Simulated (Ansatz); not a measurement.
Run report: Ti3Al5, single-point calculation

Ti3Al5 (8 atoms in the cell), computed with DFT r2SCAN, scalar-relativistic, plane waves, PAW, no spin polarisation (Ansatz 0.2.0).

The structure derives from a Materials Project entry. Figures and captions count atoms from 1; the log counts them from 0 in places.

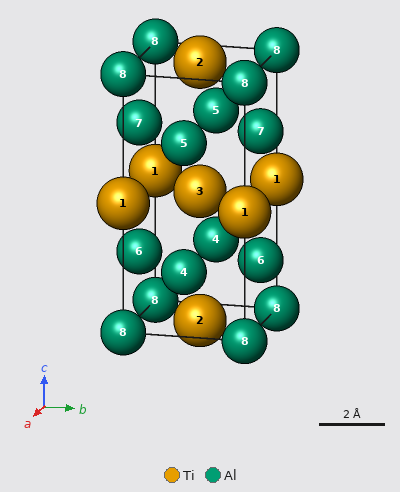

*The structure (spheres-only view of the cell of the calculation, seen slightly off an axis; atoms are numbered from 1 in the order of the input). An atom can appear more than once, as a periodic image.*

**Input**
```yaml
crystal:
  lattice:
    - [3.89538318, 0.0, 0.0]
    - [0.0, 3.89538318, 0.0]
    - [0.0, 0.0, 8.32602421]
  atoms:
    - { symbol: Ti, position: [0.0, 0.0, 0.5] }
    - { symbol: Ti, position: [0.5, 0.5, 0.0] }
    - { symbol: Ti, position: [0.5, 0.5, 0.5] }
    - { symbol: Al, position: [0.0, 0.5, 0.25048797] }
    - { symbol: Al, position: [0.0, 0.5, 0.74951203] }
    - { symbol: Al, position: [0.5, 0.0, 0.25048797] }
    - { symbol: Al, position: [0.5, 0.0, 0.74951203] }
    - { symbol: Al, position: [0.0, 0.0, 0.0] }
basis:
  ecutwfc: 500
kpoints:
  mp_grid: { grid: [6, 6, 2] }
hamiltonian:
  xc: r2scan
scf:
  occupations: { method: gaussian, width: 0.1 }
output:
  forces: true
  stress: true
  eigenvalues: true
```

Hardware: 2 threads of Oxide Virtual Turin-like (Zen 5), 32 GiB of memory available, shared host.

Launch command:
```bash
ansatz run input.yaml --threads 2 --pin off --max-ram 5120MiB --backend cpu --events-out ev --progress --plain --runs-dir out
```

**What the program printed**
```
Engine: ansatz 0.2.0, x86_64-unknown-linux-gnu
Pseudopotentials: kind: paw
Pseudopotential: Ti, paw, valence charge 12, recommended cutoff 500 eV (meta_gga), Ti.paw.azcp
Pseudopotential: Al, paw, valence charge 3, recommended cutoff 500 eV (meta_gga), Al.paw.azcp
Functional definition: r2SCAN
  parameter k0 = 0.174
  parameter k1 = 0.065
  parameter a1 = 4.9479
  exchange = r2scan_x(k0 = k0, k1 = k1, a1 = a1)
  correlation = r2scan_c
Crystal: 8 atoms, lattice volume = 126.339 Å³
Basis set: ecut = 500 eV, 3159 PW (Γ), exchange–correlation on 120×120×256 points (64 copies of the dense FFT grid, shifted against one another)
Bands: 34, of which v1, the nominal top of the filled ones, is band 26 counted from 1 (25 counted from 0)
Symmetry: 16 space group operations
Space group: P4/mmm (ITA 123), of the structure as read, at distance tolerance 5.0e-5 Å
k-points: 20 of 72
Non-local potential: Ti, projectors of the file, l = 0: 3, l = 1: 2, l = 2: 3, l = 3: 1
Non-local potential: Al, projectors of the file, l = 0: 2, l = 1: 2, l = 2: 1
PAW form: soft (Blöchl's): semilocal exchange-correlation on the pseudo side does not see the compensation charge
PAW frozen core: Ti, regenerated for the run's functional (the file was generated under x = pbe(κ = 0.804, μ = 0.2195149727645171), c = pbe(β = 0.06672455060314922))
PAW frozen core: Al, regenerated for the run's functional (the file was generated under x = pbe(κ = 0.804, μ = 0.2195149727645171), c = pbe(β = 0.06672455060314922))
PAW one-centre angular grid: Ti, 590 points (default); XC on 160 Gauss nodes
PAW one-centre angular grid: Al, 302 points (default); XC on 160 Gauss nodes
Initial density: superposition of atomic densities (neutral atoms: chi_scale 0, normalization atom), corrected by the library's trained network
Initial wavefunctions: pseudopotential atomic-orbital guess
Functional: x = r2scan, c = r2scan; τ floored in thin density (d = 2e-4 eV/Å³)
SCF iter   1: F=—  HF=-10218.565284 eV  |F-HF|=—  |Δ(HF+E_count)|=         —  Δρ=1.60e-2  dr2=6.73e-1  dr2_τ=7.59e-2  ethr=1.77e-3  ⟨swp⟩=7.2  Hψ=3174  notcnv=0
preconditioner: auto → Kerker (q_TF=auto, 2.345 Å⁻¹)  [metal: Δε(μ)=0.015 eV  Ē_g=5.104 eV  σ=0.100 eV  W_gap=0.08  n_scr=30 (ndim 8)  ℏωp=17.2 eV  f_vac=0.000  D(μ)=5.59/eV (n_scr^D=54)]
SCF iter   2: F=—  HF=-10218.676776 eV  |F-HF|=—  |Δ(HF+E_count)|=   1.11e-1  Δρ=1.43e-2  dr2=4.60e-1  dr2_τ=3.14e-2  ethr=1.32e-3  ⟨swp⟩=3.6  Hψ=1444  notcnv=0  defer=39
SCF iter   3: F=—  HF=-10218.645463 eV  |F-HF|=—  |Δ(HF+E_count)|=   3.13e-2  Δρ=3.53e-3  dr2=2.55e-2  dr2_τ=7.78e-4  ethr=9.02e-4  ⟨swp⟩=2.2  Hψ=890  notcnv=0  defer=39
SCF iter   4: F=—  HF=-10218.645291 eV  |F-HF|=—  |Δ(HF+E_count)|=   1.71e-4  Δρ=1.81e-3  dr2=6.47e-3  dr2_τ=2.15e-4  ethr=5.00e-5  ⟨swp⟩=1.9  Hψ=720  notcnv=0  defer=39
SCF iter   5: F=—  HF=-10218.646163 eV  |F-HF|=—  |Δ(HF+E_count)|=   8.71e-4  Δρ=2.23e-3  dr2=1.25e-2  dr2_τ=5.23e-4  ethr=1.27e-5  ⟨swp⟩=2.0  Hψ=834  notcnv=0  defer=39
SCF iter   6: F=—  HF=-10218.645283 eV  |F-HF|=—  |Δ(HF+E_count)|=   8.80e-4  Δρ=3.12e-4  dr2=1.31e-4  dr2_τ=6.57e-6  ethr=1.27e-5  ⟨swp⟩=2.0  Hψ=764  notcnv=0  defer=39
SCF iter   7: F=—  HF=-10218.645280 eV  |F-HF|=—  |Δ(HF+E_count)|=   2.71e-6  Δρ=6.12e-5  dr2=8.26e-6  dr2_τ=4.20e-7  ethr=2.56e-7  ⟨swp⟩=2.2  Hψ=923  notcnv=0  defer=39
SCF iter   8: F=—  HF=-10218.645285 eV  |F-HF|=—  |Δ(HF+E_count)|=   4.99e-6  Δρ=2.06e-5  dr2=5.33e-7  dr2_τ=3.24e-8  ethr=1.62e-8  ⟨swp⟩=2.0  Hψ=759  notcnv=0  defer=39
SCF iter   9: F=—  HF=-10218.645285 eV  |F-HF|=—  |Δ(HF+E_count)|=   9.71e-8  Δρ=6.43e-6  dr2=1.37e-7  dr2_τ=2.75e-9  ethr=1.96e-10  ⟨swp⟩=9.4  Hψ=2776  notcnv=0
SCF iter  10: F=-10218.645285 eV  HF=-10218.645285 eV  |F-HF|=1.13e-8  |Δ(HF+E_count)|=   3.92e-9  Δρ=2.24e-6  dr2=1.27e-8  dr2_τ=1.96e-10  ethr=1.96e-10  ⟨swp⟩=3.4  Hψ=1812  notcnv=0
SCF 1 converged in 10 iterations: F = -10218.645285 eV  dr2 = 1.27e-8
  greatest PAW one-centre occupation: 1.001 electrons in one spin orbital (limit 2), on the Ti atom at site 0 (counted from 0), in its partial waves of l = 1
```

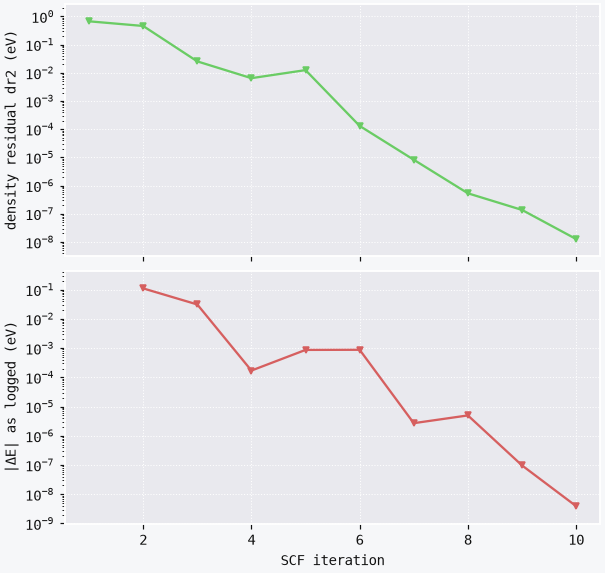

*Convergence of the self-consistent field: density residual dr2 and size of the energy change against the SCF iteration.*

The residual falls almost steadily, with no more than small rises.

```
SCF converged after 10 iterations
Free energy (F): -10218.645285 eV
Harris-Foulkes:  -10218.645285 eV  (|F-HF|=1.13e-8)
Internal energy: -10218.615941 eV  (E = F + TS)
E sigma→0 (E₀):  -10218.630613 eV
Entropy (-TS):   -0.029344 eV (-3.668 meV/atom)
Fermi energy:    10.558904 eV
--- Per-component energies (eV) ---
  E_band       = -519.812924
  E_kinetic    = 940.857124
  E_local      = -3671.523521  (includes V_loc(G=0)·N_el)
  E_nonlocal   = 73.775473
  E_hartree    = 1611.632508
  E_xc         = -465.642093
  E_vxc        = -558.455135  (∫ρ·V_xc dr)
  E_paw        = -5538.633266  (= ΣΔE_a)
  E_vpaw       = -561.222446  (= ΣTr[D̂ρ^β])
  E_aug_tail   = 0.000286  (compensation charges beyond the density's cutoff)
  E_vtau       = 33.492552  (kinetic-family band-sum trace: ∫τ·v_τ [+ j·A + Jᵃ·Aᵃ] dr)
  E_ewald      = -3168.021540
  E_core_change = -1.060912  (= ΣΔE_core)
  E_smearing   = -0.029344  (= −TS)
  E_closure    = 0.000000  (closes the sum)
  Σ components = -10218.645285   (vs F -10218.645285, Δ=0.00e0)
--- Forces (eV/Å), atoms counted from 1 ---
  atom   1  Ti    -0.00000000     0.00000000     0.00000000
  atom   2  Ti     0.00000000     0.00000000     0.00000000
  atom   3  Ti     0.00000000     0.00000000     0.00000000
  atom   4  Al     0.00000000     0.00000000     0.01946766
  atom   5  Al     0.00000000     0.00000000    -0.01946766
  atom   6  Al     0.00000000     0.00000000     0.01946766
  atom   7  Al     0.00000000     0.00000000    -0.01946766
  atom   8  Al     0.00000000    -0.00000000     0.00000000
  max |Σ_I F_I| component: 3.47e-18 eV/Å
--- Stress (GPa, compression-positive) ---
        0.175617       0.000000       0.000000
        0.000000       0.175617       0.000000
        0.000000       0.000000       0.148909
  P = ⅓ Tr σ = 0.1667 GPa (1.667 kbar)
--- Band table (eV; the first three rows and the last of 20) ---
  k-point 0: bands = ["-48.5020", "-48.3607", "-48.0273", "-23.7518", "-23.7337", "-23.7337", "-23.7271", "-23.6730", "-23.6730", "-23.3453", "-23.0840", "-23.0840", "0.0903", "1.8433", "3.6447", "7.5311", "8.1380", "8.5135", "8.5135", "8.6364", "8.7280", "9.4724", "9.4724", "9.6667", "10.3905", "10.7946", "10.7946", "11.2626", "11.7605", "12.7315", "12.9898", "13.0309", "13.0309", "13.3427"]
  k-point 1: bands = ["-48.5020", "-48.3607", "-48.0273", "-23.7500", "-23.7338", "-23.7338", "-23.7289", "-23.6730", "-23.6730", "-23.3453", "-23.0840", "-23.0840", "0.3740", "1.0972", "5.1850", "5.9438", "7.6013", "8.4931", "8.5703", "8.5703", "9.2954", "9.2954", "9.6692", "10.1564", "10.5018", "10.9900", "11.2034", "11.2034", "11.2566", "12.5219", "12.5219", "13.0476", "13.0476", "13.0844"]
  k-point 2: bands = ["-48.5017", "-48.3558", "-48.0320", "-23.7509", "-23.7398", "-23.7333", "-23.7230", "-23.6471", "-23.6421", "-23.3487", "-23.1222", "-23.1169", "0.3868", "2.0856", "3.9472", "6.7089", "7.4038", "8.0574", "8.4127", "8.7273", "8.8103", "9.3525", "9.4137", "9.8296", "10.5948", "10.8937", "11.1889", "11.3058", "11.8579", "12.4257", "12.6715", "12.6929", "13.0428", "13.4581"]
  k-point 19: bands = ["-48.5000", "-48.3388", "-48.0458", "-23.7579", "-23.7579", "-23.7547", "-23.7547", "-23.7452", "-23.7085", "-23.3569", "-23.0356", "-23.0356", "4.2544", "5.0652", "5.0652", "5.7188", "5.8107", "5.8107", "6.1638", "6.2729", "7.9601", "7.9601", "9.3559", "9.3559", "9.3942", "9.7152", "10.0594", "11.9683", "12.1847", "12.5243", "12.7388", "12.9331", "12.9381", "13.0518"]
```

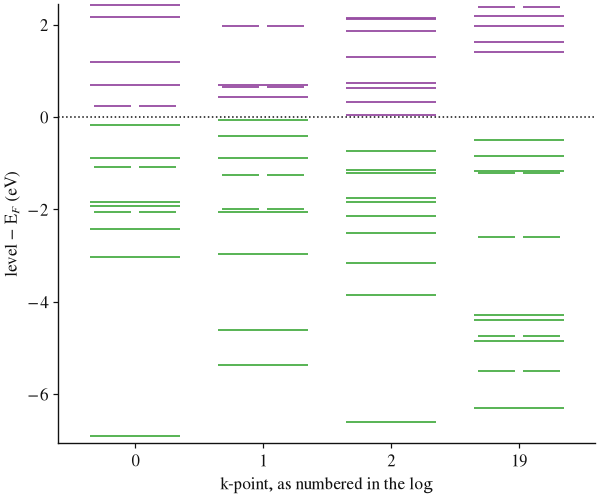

*Kohn–Sham levels near the Fermi level (dotted) at the few k-points that the log prints; levels within 0.02 eV of each other stand side by side.*

The system is metallic on the full mesh.

**Key numbers**

```tsv
quantity	value
outcome	converged
space group (tolerance 0.01 Å)	P4/mmm (123)
electrons treated	51
free energy	−10218.6453 eV
Fermi energy	10.559 eV
gap on the k-point mesh	none (metallic)
pressure	0.17 GPa
largest force (length of the vector)	0.019 eV/Å
wall time	4 s (CPU time 7.5 s)
peak memory	0.73 GiB
```
